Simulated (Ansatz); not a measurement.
Run report: AlN, geometry relaxation (part 1 of 3)

AlN (slab, 48 atoms in the cell), computed with DFT PBE+D3(BJ), scalar-relativistic, plane waves, PAW, no spin polarisation (Ansatz 0.2.0).

The structure derives from an entry of the Crystallography Open Database. The input holds or restrains some coordinates. Forces given for the steps count only the free coordinates. It belongs to a series of runs on one base structure; here: clean slab, lower planes held.

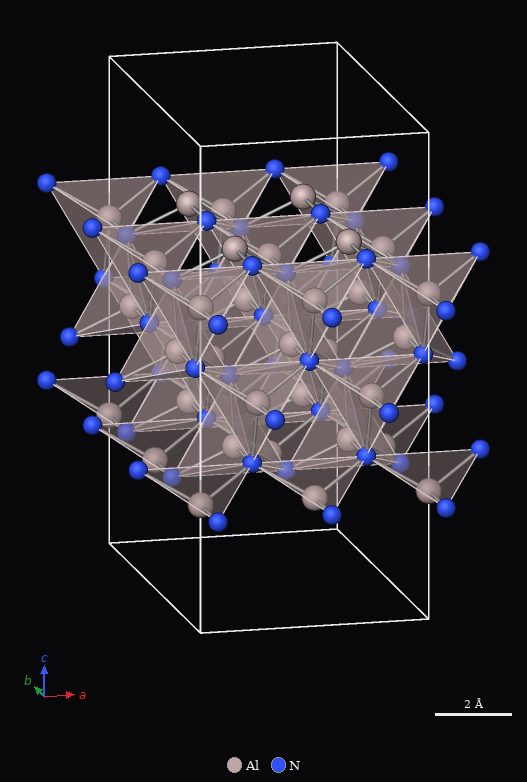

The structure as given in the input (polyhedral view of the cell of the calculation, with the vacuum cut short, seen slightly off an axis; polyhedra are completed across the faces of the cell). An atom can appear more than once, as a periodic image.

Results in brief

```csv
quantity,value
outcome,converged under the restraints of the input
electrons treated,192
free energy,−22173.0168 eV
"work function, top face",4.58 eV
"work function, bottom face",4.20 eV
Fermi energy,0.284 eV
gap on the k-point mesh,1.49 eV
final volume,1379.88 Å³
work function (upper face),4.58 eV
"largest force (length of the vector) at the end, held atoms and coordinates included",2.609 eV/Å
hardware,"4 threads of Intel Xeon @ 2.50GHz (Skylake/Cascade Lake), 32 GiB of memory available, shared host"
wall time,2.5 min (CPU time 8.2 min)
peak memory,3.1 GiB
```

Warnings of the run: the exchange-correlation potential is rough where the density is thin.

Input
```yaml
crystal:
  lattice:
    - [6.2188310381, 0.0, 0.0]
    - [0.0, 9.95756912, 0.0]
    - [0.0, 0.0, 22.2832766044]
  atoms:
    - { symbol: Al, position: [0.5, 0.9992212452, 0.359013629] }
    - { symbol: Al, position: [0.5, 0.4992212452, 0.359013629] }
    - { symbol: Al, position: [0.0, 0.9992212452, 0.359013629] }
    - { symbol: Al, position: [0.0, 0.4992212452, 0.359013629] }
    - { symbol: "N", position: [0.5, 0.3082787548, 0.359013629] }
    - { symbol: "N", position: [0.5, 0.8082787548, 0.359013629] }
    - { symbol: "N", position: [0.0, 0.3082787548, 0.359013629] }
    - { symbol: "N", position: [0.0, 0.8082787548, 0.359013629] }
    - { symbol: Al, position: [0.75, 0.2492212452, 0.3992954493] }
    - { symbol: Al, position: [0.75, 0.7492212452, 0.3992954493] }
    - { symbol: Al, position: [0.25, 0.2492212452, 0.3992954493] }
    - { symbol: Al, position: [0.25, 0.7492212452, 0.3992954493] }
    - { symbol: "N", position: [0.75, 0.0582787548, 0.3992954493] }
    - { symbol: "N", position: [0.75, 0.5582787548, 0.3992954493] }
    - { symbol: "N", position: [0.25, 0.0582787548, 0.3992954493] }
    - { symbol: "N", position: [0.25, 0.5582787548, 0.3992954493] }
    - { symbol: Al, position: [0.75, 0.9992212452, 0.4798590899] }
    - { symbol: Al, position: [0.75, 0.4992212452, 0.4798590899] }
    - { symbol: Al, position: [0.25, 0.9992212452, 0.4798590899] }
    - { symbol: Al, position: [0.25, 0.4992212452, 0.4798590899] }
    - { symbol: "N", position: [0.75, 0.3082787548, 0.4798590899] }
    - { symbol: "N", position: [0.75, 0.8082787548, 0.4798590899] }
    - { symbol: "N", position: [0.25, 0.3082787548, 0.4798590899] }
    - { symbol: "N", position: [0.25, 0.8082787548, 0.4798590899] }
    - { symbol: Al, position: [0.0, 0.2492212452, 0.5201409101] }
    - { symbol: Al, position: [0.0, 0.7492212452, 0.5201409101] }
    - { symbol: Al, position: [0.5, 0.2492212452, 0.5201409101] }
    - { symbol: Al, position: [0.5, 0.7492212452, 0.5201409101] }
    - { symbol: "N", position: [0.0, 0.0582787548, 0.5201409101] }
    - { symbol: "N", position: [0.0, 0.5582787548, 0.5201409101] }
    - { symbol: "N", position: [0.5, 0.0582787548, 0.5201409101] }
    - { symbol: "N", position: [0.5, 0.5582787548, 0.5201409101] }
    - { symbol: Al, position: [0.0, 0.9992212452, 0.6007045507] }
    - { symbol: Al, position: [0.0, 0.4992212452, 0.6007045507] }
    - { symbol: Al, position: [0.5, 0.9992212452, 0.6007045507] }
    - { symbol: Al, position: [0.5, 0.4992212452, 0.6007045507] }
    - { symbol: "N", position: [0.0, 0.3082787548, 0.6007045507] }
    - { symbol: "N", position: [0.0, 0.8082787548, 0.6007045507] }
    - { symbol: "N", position: [0.5, 0.3082787548, 0.6007045507] }
    - { symbol: "N", position: [0.5, 0.8082787548, 0.6007045507] }
    - { symbol: Al, position: [0.25, 0.2492212452, 0.640986371] }
    - { symbol: Al, position: [0.25, 0.7492212452, 0.640986371] }
    - { symbol: Al, position: [0.75, 0.2492212452, 0.640986371] }
    - { symbol: Al, position: [0.75, 0.7492212452, 0.640986371] }
    - { symbol: "N", position: [0.25, 0.0582787548, 0.640986371] }
    - { symbol: "N", position: [0.25, 0.5582787548, 0.640986371] }
    - { symbol: "N", position: [0.75, 0.0582787548, 0.640986371] }
    - { symbol: "N", position: [0.75, 0.5582787548, 0.640986371] }
basis:
  ecutwfc: 420
kpoints:
  mp_grid: { grid: [3, 2, 1] }
hamiltonian:
  xc: pbe
  dispersion: d3bj
scf:
  occupations: { method: gaussian, width: 0.05 }
output:
  forces: true
  eigenvalues: true
  write_density: true
  write_potential: true
  elf: true
  volumetric_format: npy
relax:
  adjacent_minimum: "off"
  f_tol: 0.03
  max_steps: 70
  constraints:
    - { sites: [0, 1, 2, 3, 4, 5, 6, 7, 8, 9, 10, 11, 12, 13, 14, 15, 16, 17, 18, 19, 20, 21, 22, 23] }
efield:
  axis: 3
  dipole_correction: true
  ramp_width: 0.04
```

Command:
```bash
ansatz run input.yaml --threads 4 --pin off --max-ram 10240MiB --backend cpu --events-out ev --progress --plain --runs-dir out
```

The program's output
```
Engine: ansatz 0.2.0, x86_64-unknown-linux-gnu
Pseudopotentials: kind: paw
Pseudopotential: Al, paw, valence charge 3, recommended cutoff 420 eV (normal), Al.paw.azcp
Pseudopotential: N, paw, valence charge 5, recommended cutoff 420 eV (normal), N.paw.azcp
Functional definition: PBE
  parameter kappa = 0.804
  parameter beta = 0.06672455060314922
  exchange = pbe_x(kappa = kappa, mu = beta*pi^2/3)
  correlation = pbe_c(beta = beta)
Crystal: 48 atoms, lattice volume = 1379.879 Å³
Basis set: ecut = 420 eV, 27043 PW (Γ), exchange–correlation on 90×144×300 points (8 copies of the dense FFT grid, shifted against one another)
Bands: 144, of which v1, the nominal top of the filled ones, is band 96 counted from 1 (95 counted from 0)
Symmetry: 8 space group operations
k-points: 4 of 6
Non-local potential: Al, projectors of the file, l = 0: 2, l = 1: 2, l = 2: 1
Non-local potential: N, projectors of the file, l = 0: 2, l = 1: 2, l = 2: 1
PAW form: soft (Blöchl's): semilocal exchange-correlation on the pseudo side does not see the compensation charge
PAW one-centre angular grid: Al, 110 points (default); XC on 64 Gauss nodes
PAW one-centre angular grid: N, 110 points (default); XC on 64 Gauss nodes
Initial density: superposition of atomic densities (neutral atoms: chi_scale 0, normalization atom), corrected by the library's trained network
Initial wavefunctions: pseudopotential atomic-orbital guess
Functional: x = pbe(κ = 0.804, μ = 0.2195149727645171), c = pbe(β = 0.06672455060314922)
SCF iter   1: F=—  HF=-22171.072373 eV  |F-HF|=—  |Δ(HF+E_count)|=         —  Δρ=1.67e-3  dr2=3.30e-2  ethr=1.77e-3  p=0.000 e·Å  D=9.42e-14 V/Å  ΔV_dip=-0.00 eV  dr2_dipole=2.59e-8  V_vac-E_F(+/−)=4.26/4.26 eV  ⟨swp⟩=11.5  Hψ=3910  notcnv=0  defer=80
efield: sawtooth ramp at fractional position 0.9800 (placed from the atoms, in the widest stretch of the axis that holds none; the zero of the levels goes with the place), width 0.0400; the density the first Hamiltonian is built on has a dipole p = 0.000 e·Å; the dipole correction subtracts the counter field D = 9.42e-14 V/Å, which shifts the + side's vacuum level by -0.00 eV against the − side's; the planar-averaged density in the ramp window peaks in size at 5.3e-6 e/Å³
preconditioner: auto → Resta (q_TF=auto, 1.964 Å⁻¹)  ε∞=2.5  [insulator: Δε(μ)=1.224 eV  Ē_g=11.204 eV  σ=0.050 eV  W_gap=1.00  n_scr=160 (ndim 8)  ℏωp=13.9 eV  f_vac=0.550  D(μ)=0.00/eV (n_scr^D=0)  ε∞_Penn≈2.5  vacuum switching on, ρ_ref=9.1e-3 e/Å³]
SCF iter   2: F=—  HF=-22171.076364 eV  |F-HF|=—  |Δ(HF+E_count)|=   3.99e-3  Δρ=9.36e-4  dr2=1.18e-2  ethr=1.72e-5  p=0.000 e·Å  D=1.59e-5 V/Å  ΔV_dip=-0.00 eV  dr2_dipole=4.61e-8  V_vac-E_F(+/−)=4.31/4.31 eV  ⟨swp⟩=2.0  Hψ=1048  notcnv=0  defer=140
SCF iter   3: F=—  HF=-22171.075775 eV  |F-HF|=—  |Δ(HF+E_count)|=   5.89e-4  Δρ=4.70e-4  dr2=2.40e-3  ethr=6.14e-6  p=-0.000 e·Å  D=-1.91e-6 V/Å  ΔV_dip=0.00 eV  dr2_dipole=5.49e-12  V_vac-E_F(+/−)=4.30/4.30 eV  ⟨swp⟩=2.0  Hψ=736  notcnv=0  defer=140
SCF iter   4: F=—  HF=-22171.077582 eV  |F-HF|=—  |Δ(HF+E_count)|=   1.81e-3  Δρ=2.12e-4  dr2=5.39e-4  ethr=1.25e-6  p=-0.000 e·Å  D=-7.25e-6 V/Å  ΔV_dip=0.00 eV  dr2_dipole=5.81e-9  V_vac-E_F(+/−)=4.31/4.31 eV  ⟨swp⟩=2.0  Hψ=678  notcnv=0  defer=140
SCF iter   5: F=—  HF=-22171.078013 eV  |F-HF|=—  |Δ(HF+E_count)|=   4.32e-4  Δρ=5.50e-5  dr2=4.13e-5  ethr=2.81e-7  p=-0.000 e·Å  D=-3.27e-7 V/Å  ΔV_dip=0.00 eV  dr2_dipole=8.26e-11  V_vac-E_F(+/−)=4.31/4.31 eV  ⟨swp⟩=2.0  Hψ=734  notcnv=0  defer=140
SCF iter   6: F=-22171.078058 eV  HF=-22171.078057 eV  |F-HF|=1.53e-6  |Δ(HF+E_count)|=   4.36e-5  Δρ=1.42e-5  dr2=2.52e-6  ethr=1.17e-8  p=0.000 e·Å  D=1.21e-6 V/Å  ΔV_dip=-0.00 eV  dr2_dipole=9.73e-11  V_vac-E_F(+/−)=4.31/4.31 eV  ⟨swp⟩=33.5  Hψ=7983  notcnv=0
SCF 1 converged in 6 iterations: F = -22171.078058 eV  dr2 = 2.52e-6
  greatest PAW one-centre occupation: 0.792 electrons in one spin orbital (limit 2), on the N atom at site 15 (counted from 0), in its partial waves of l = 0
relax step   1: F+E_penalty+E_count = -22171.07805840 eV  Δ(F+E_penalty+E_count) = +0.000e0 eV  max|allowed force component| = 1.864e0 eV/Å  Δτ_max = 0.0000 Å  (6 SCF iters, dr2 threshold 2.25e-5 eV, accepted)
Initial density: handed on by an earlier stage of this run
Initial wavefunctions: those handed on with the density
iter 1 solved again at ethr=1.72e-4 eV; its pass at ethr=3.10e-3 eV (dr2=3.31e-1 eV) is discarded
SCF iter   1: F=—  HF=-22172.469432 eV  |F-HF|=—  |Δ(HF+E_count)|=         —  Δρ=4.54e-3  dr2=3.36e-1  ethr=1.72e-4  p=0.000 e·Å  D=1.21e-6 V/Å  ΔV_dip=-0.00 eV  dr2_dipole=2.26e-3  V_vac-E_F(+/−)=4.23/4.23 eV  ⟨swp⟩=2.0  Hψ=2128  notcnv=0  defer=160
efield: sawtooth ramp at fractional position 0.9800 (handed on by an earlier solve), width 0.0400; the density the first Hamiltonian is built on has a dipole p = 0.000 e·Å; the dipole correction subtracts the counter field D = 1.21e-6 V/Å, which shifts the + side's vacuum level by -0.00 eV against the − side's; the planar-averaged density in the ramp window peaks in size at 1.1e-7 e/Å³
preconditioner: auto → Resta (q_TF=auto, 1.964 Å⁻¹)  ε∞=2.5  [insulator: Δε(μ)=1.441 eV  Ē_g=11.326 eV  σ=0.050 eV  W_gap=1.00  n_scr=160 (ndim 8)  ℏωp=13.9 eV  f_vac=0.559  D(μ)=0.00/eV (n_scr^D=0)  ε∞_Penn≈2.5  vacuum switching on, ρ_ref=9.3e-3 e/Å³]
SCF iter   2: F=—  HF=-22172.413494 eV  |F-HF|=—  |Δ(HF+E_count)|=   5.59e-2  Δρ=2.31e-3  dr2=7.94e-2  ethr=1.72e-4  p=-0.048 e·Å  D=-6.23e-3 V/Å  ΔV_dip=0.14 eV  dr2_dipole=7.50e-5  V_vac-E_F(+/−)=4.36/4.22 eV  ⟨swp⟩=2.8  Hψ=773  notcnv=0  defer=160
SCF iter   3: F=—  HF=-22172.406082 eV  |F-HF|=—  |Δ(HF+E_count)|=   7.41e-3  Δρ=1.13e-3  dr2=2.01e-2  ethr=4.14e-5  p=-0.061 e·Å  D=-7.94e-3 V/Å  ΔV_dip=0.18 eV  dr2_dipole=8.27e-4  V_vac-E_F(+/−)=4.40/4.23 eV  ⟨swp⟩=2.0  Hψ=1016  notcnv=0  defer=160
SCF iter   4: F=—  HF=-22172.407708 eV  |F-HF|=—  |Δ(HF+E_count)|=   1.63e-3  Δρ=5.71e-4  dr2=5.20e-3  ethr=1.04e-5  p=-0.098 e·Å  D=-1.29e-2 V/Å  ΔV_dip=0.29 eV  dr2_dipole=7.55e-8  V_vac-E_F(+/−)=4.51/4.23 eV  ⟨swp⟩=2.2  Hψ=856  notcnv=0  defer=160
SCF iter   5: F=—  HF=-22172.408004 eV  |F-HF|=—  |Δ(HF+E_count)|=   2.96e-4  Δρ=1.35e-4  dr2=3.79e-4  ethr=2.71e-6  p=-0.109 e·Å  D=-1.43e-2 V/Å  ΔV_dip=0.32 eV  dr2_dipole=4.56e-6  V_vac-E_F(+/−)=4.55/4.23 eV  ⟨swp⟩=2.0  Hψ=752  notcnv=0  defer=160
SCF iter   6: F=—  HF=-22172.408201 eV  |F-HF|=—  |Δ(HF+E_count)|=   1.97e-4  Δρ=4.22e-5  dr2=3.46e-5  ethr=1.97e-7  p=-0.114 e·Å  D=-1.50e-2 V/Å  ΔV_dip=0.33 eV  dr2_dipole=2.17e-6  V_vac-E_F(+/−)=4.56/4.23 eV  ⟨swp⟩=2.0  Hψ=759  notcnv=0  defer=160
SCF iter   7: F=-22172.408220 eV  HF=-22172.408220 eV  |F-HF|=6.75e-7  |Δ(HF+E_count)|=   1.88e-5  Δρ=1.61e-5  dr2=3.32e-6  ethr=1.80e-8  p=-0.117 e·Å  D=-1.53e-2 V/Å  ΔV_dip=0.34 eV  dr2_dipole=1.26e-16  V_vac-E_F(+/−)=4.57/4.23 eV  ⟨swp⟩=29.5  Hψ=7439  notcnv=0
SCF 2 converged in 7 iterations: F = -22172.408220 eV  dr2 = 3.32e-6
[... from here on the iterations of each SCF are left out, up to the last one ...]
relax step   2: F+E_penalty+E_count = -22172.40822050 eV  Δ(F+E_penalty+E_count) = -1.330e0 eV  max|allowed force component| = 1.109e0 eV/Å  Δτ_max = 0.1703 Å  (7 SCF iters, dr2 threshold 1.00e-4 eV, accepted)
efield: sawtooth ramp at fractional position 0.9800 (handed on by an earlier solve), width 0.0400; the density the first Hamiltonian is built on has a dipole p = -0.117 e·Å; the dipole correction subtracts the counter field D = -1.53e-2 V/Å, which shifts the + side's vacuum level by +0.34 eV against the − side's; the planar-averaged density in the ramp window peaks in size at 1.5e-7 e/Å³
preconditioner: auto → Resta (q_TF=auto, 1.964 Å⁻¹)  ε∞=2.5  [insulator: Δε(μ)=1.479 eV  Ē_g=11.457 eV  σ=0.050 eV  W_gap=1.00  n_scr=160 (ndim 8)  ℏωp=13.9 eV  f_vac=0.562  D(μ)=0.00/eV (n_scr^D=0)  ε∞_Penn≈2.5  vacuum switching on, ρ_ref=9.5e-3 e/Å³]
SCF 3 converged in 6 iterations: F = -22172.907180 eV  dr2 = 3.03e-5
relax step   3: F+E_penalty+E_count = -22172.90718037 eV  Δ(F+E_penalty+E_count) = -4.990e-1 eV  max|allowed force component| = 1.016e0 eV/Å  Δτ_max = 0.1154 Å  (6 SCF iters, dr2 threshold 7.68e-5 eV, accepted)
efield: sawtooth ramp at fractional position 0.9800 (handed on by an earlier solve), width 0.0400; the density the first Hamiltonian is built on has a dipole p = -0.147 e·Å; the dipole correction subtracts the counter field D = -1.93e-2 V/Å, which shifts the + side's vacuum level by +0.43 eV against the − side's; the planar-averaged density in the ramp window peaks in size at 1.1e-7 e/Å³
preconditioner: auto → Resta (q_TF=auto, 1.964 Å⁻¹)  ε∞=2.5  [insulator: Δε(μ)=1.498 eV  Ē_g=11.438 eV  σ=0.050 eV  W_gap=1.00  n_scr=160 (ndim 8)  ℏωp=13.9 eV  f_vac=0.562  D(μ)=0.00/eV (n_scr^D=0)  ε∞_Penn≈2.5  vacuum switching on, ρ_ref=9.5e-3 e/Å³]
SCF 4 converged in 5 iterations: F = -22173.012748 eV  dr2 = 5.35e-5
relax step   4: F+E_penalty+E_count = -22173.01274786 eV  Δ(F+E_penalty+E_count) = -1.056e-1 eV  max|allowed force component| = 7.816e-2 eV/Å  Δτ_max = 0.0390 Å  (5 SCF iters, dr2 threshold 1.00e-4 eV, accepted)
efield: sawtooth ramp at fractional position 0.9800 (handed on by an earlier solve), width 0.0400; the density the first Hamiltonian is built on has a dipole p = -0.143 e·Å; the dipole correction subtracts the counter field D = -1.87e-2 V/Å, which shifts the + side's vacuum level by +0.42 eV against the − side's; the planar-averaged density in the ramp window peaks in size at 1.4e-7 e/Å³
preconditioner: auto → Resta (q_TF=auto, 1.964 Å⁻¹)  ε∞=2.5  [insulator: Δε(μ)=1.495 eV  Ē_g=11.429 eV  σ=0.050 eV  W_gap=1.00  n_scr=160 (ndim 8)  ℏωp=13.9 eV  f_vac=0.561  D(μ)=0.00/eV (n_scr^D=0)  ε∞_Penn≈2.5  vacuum switching on, ρ_ref=9.5e-3 e/Å³]
SCF 5 converged in 7 iterations: F = -22173.015579 eV  dr2 = 2.30e-8
relax step   5: F+E_penalty+E_count = -22173.01557934 eV  Δ(F+E_penalty+E_count) = -2.831e-3 eV  max|allowed force component| = 7.831e-2 eV/Å  Δτ_max = 0.0098 Å  (7 SCF iters, accepted)
SCF iter   1: F=—  HF=-22173.018947 eV  |F-HF|=—  |Δ(HF+E_count)|=         —  Δρ=1.78e-4  dr2=6.27e-4  ethr=4.52e-6  p=-0.123 e·Å  D=-1.62e-2 V/Å  ΔV_dip=0.36 eV  dr2_dipole=4.96e-5  V_vac-E_F(+/−)=4.56/4.20 eV  ⟨swp⟩=2.0  Hψ=1106  notcnv=0  defer=124
efield: sawtooth ramp at fractional position 0.9800 (handed on by an earlier solve), width 0.0400; the density the first Hamiltonian is built on has a dipole p = -0.123 e·Å; the dipole correction subtracts the counter field D = -1.62e-2 V/Å, which shifts the + side's vacuum level by +0.36 eV against the − side's; the planar-averaged density in the ramp window peaks in size at 1.4e-7 e/Å³
preconditioner: auto → Resta (q_TF=auto, 1.964 Å⁻¹)  ε∞=2.5  [insulator: Δε(μ)=1.494 eV  Ē_g=11.423 eV  σ=0.050 eV  W_gap=1.00  n_scr=160 (ndim 8)  ℏωp=13.9 eV  f_vac=0.562  D(μ)=0.00/eV (n_scr^D=0)  ε∞_Penn≈2.5  vacuum switching on, ρ_ref=9.5e-3 e/Å³]
SCF iter   2: F=—  HF=-22173.018772 eV  |F-HF|=—  |Δ(HF+E_count)|=   1.74e-4  Δρ=7.87e-5  dr2=8.52e-5  ethr=3.27e-7  p=-0.129 e·Å  D=-1.70e-2 V/Å  ΔV_dip=0.38 eV  dr2_dipole=2.92e-7  V_vac-E_F(+/−)=4.58/4.20 eV  ⟨swp⟩=2.5  Hψ=1019  notcnv=0  defer=124
SCF iter   3: F=—  HF=-22173.016763 eV  |F-HF|=—  |Δ(HF+E_count)|=   2.01e-3  Δρ=3.67e-5  dr2=1.72e-5  ethr=4.44e-8  p=-0.130 e·Å  D=-1.70e-2 V/Å  ΔV_dip=0.38 eV  dr2_dipole=7.79e-7  V_vac-E_F(+/−)=4.58/4.20 eV  ⟨swp⟩=2.0  Hψ=782  notcnv=0  defer=124
SCF iter   4: F=—  HF=-22173.016762 eV  |F-HF|=—  |Δ(HF+E_count)|=   1.34e-6  Δρ=1.55e-5  dr2=3.57e-6  ethr=8.94e-9  p=-0.131 e·Å  D=-1.71e-2 V/Å  ΔV_dip=0.38 eV  dr2_dipole=7.57e-8  V_vac-E_F(+/−)=4.58/4.20 eV  ⟨swp⟩=2.0  Hψ=785  notcnv=0  defer=124
SCF iter   5: F=—  HF=-22173.016762 eV  |F-HF|=—  |Δ(HF+E_count)|=   1.62e-7  Δρ=4.92e-6  dr2=4.01e-7  ethr=1.86e-9  p=-0.131 e·Å  D=-1.72e-2 V/Å  ΔV_dip=0.38 eV  dr2_dipole=1.88e-8  V_vac-E_F(+/−)=4.58/4.20 eV  ⟨swp⟩=2.0  Hψ=767  notcnv=0  defer=124
SCF iter   6: F=-22173.016762 eV  HF=-22173.016762 eV  |F-HF|=1.13e-8  |Δ(HF+E_count)|=   4.21e-8  Δρ=1.50e-6  dr2=2.81e-8  ethr=5.21e-11  p=-0.131 e·Å  D=-1.72e-2 V/Å  ΔV_dip=0.38 eV  dr2_dipole=9.09e-10  V_vac-E_F(+/−)=4.58/4.20 eV  ⟨swp⟩=20.0  Hψ=4983  notcnv=0
SCF 6 converged in 6 iterations: F = -22173.016762 eV  dr2 = 2.81e-8
relax step   6: F+E_penalty+E_count = -22173.01676196 eV  Δ(F+E_penalty+E_count) = -1.183e-3 eV  max|allowed force component| = 3.342e-3 eV/Å  Δτ_max = 0.0051 Å  (6 SCF iters, accepted)
```
